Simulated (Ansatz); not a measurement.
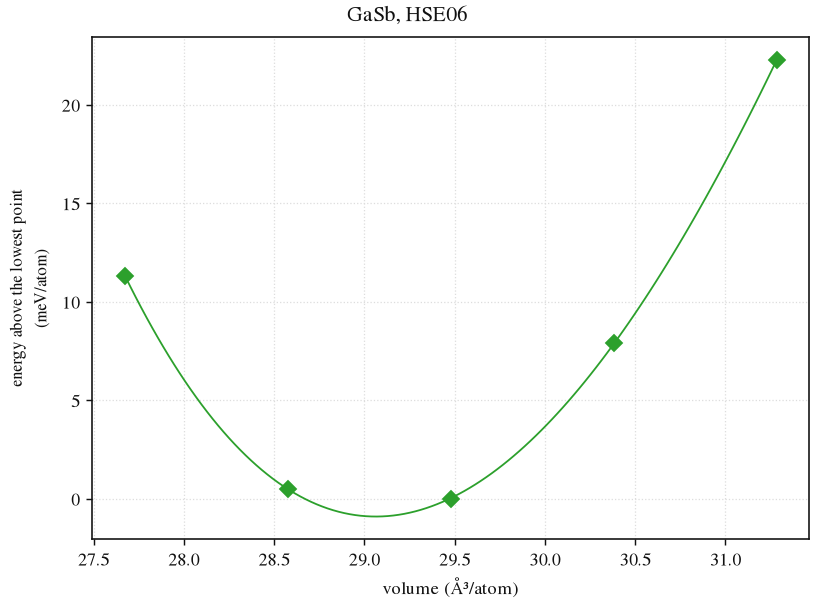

The plot gives the computed energy above the lowest point against volume for GaSb, space group F-43m (No. 216) (one of a set of cubic test structures, which need not be the stable phase).

Computed with Ansatz 0.2.0 development build: equation of state of a cubic crystal from periodic Kohn-Sham density functional theory without spin, third-order Birch-Murnaghan fit to the free energies; pressure corrected for the finite basis. Level: HSE06.

structure type zinc blende; atoms in cell 2; space group number 216; lattice centring face-centred primitive; k mesh 4×4×4; occupation method Fermi–Dirac; occupation width 0.1 eV; wave cutoff 1020 eV; datasets hand-made PAW; density tolerance 0 eV; bands 26; density cutoff ratio 5; search for lower states default; exchange singularity regularized.

From this curve and the settings, what does the calculation give for the pressure at the same points?

The pressure falls from 2.950 GPa at volume 27.67 Å³/atom to −3.020 GPa at 31.28 Å³/atom, and changes sign near 29.09 Å³/atom.

```tsv
volume (Å³/atom)	pressure (GPa)
27.67	2.950
28.58	0.950
29.48	-0.710
30.38	-2.034
31.28	-3.020
```

Caveats: coarse k-mesh, values are not converged in k.
